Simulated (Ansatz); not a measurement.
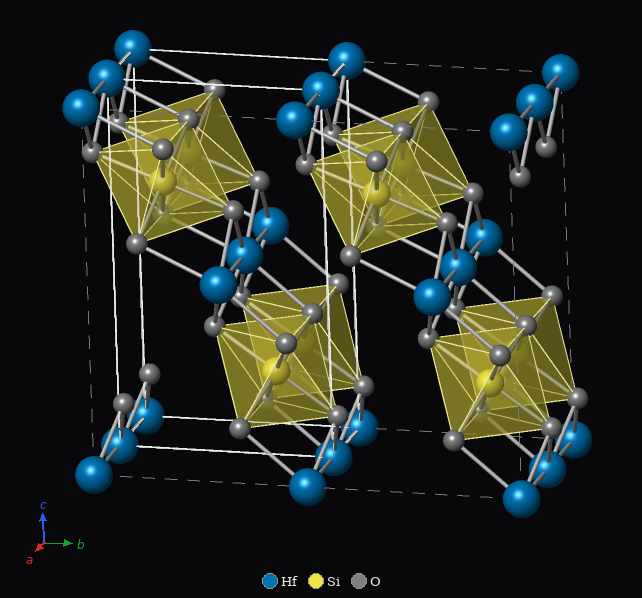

Drawn in the polyhedral manner and seen slightly off an axis. 2×2×1 cells are drawn; the solid outline is the unit cell. Some neighbours outside the box are added.

HfSiO$_{4}$, a = 2.98 Å, b = 5.57 Å, c = 9.21 Å, α = 84.27°, β = 80.78°, γ = 74.65°.

Computed with DFT, PBEsol, plane waves, PAW (Ansatz). Settings: a cutoff energy of 420 eV, k-points about 0.37 Å⁻¹ apart, Fermi-Dirac smearing of 0.05 eV, no spin polarisation.

### What does the calculation say: metal or gapped?

A semiconductor at this level, with a gap of 2.97 eV, indirect; the smallest direct gap is 3.05 eV.

Its origin is a structure type filled with these elements by a generator (whether the compound takes this form wasn't checked). The geometry is the end of a relaxation with DFT, PBEsol, plane waves, PAW in Ansatz 0.2.0.
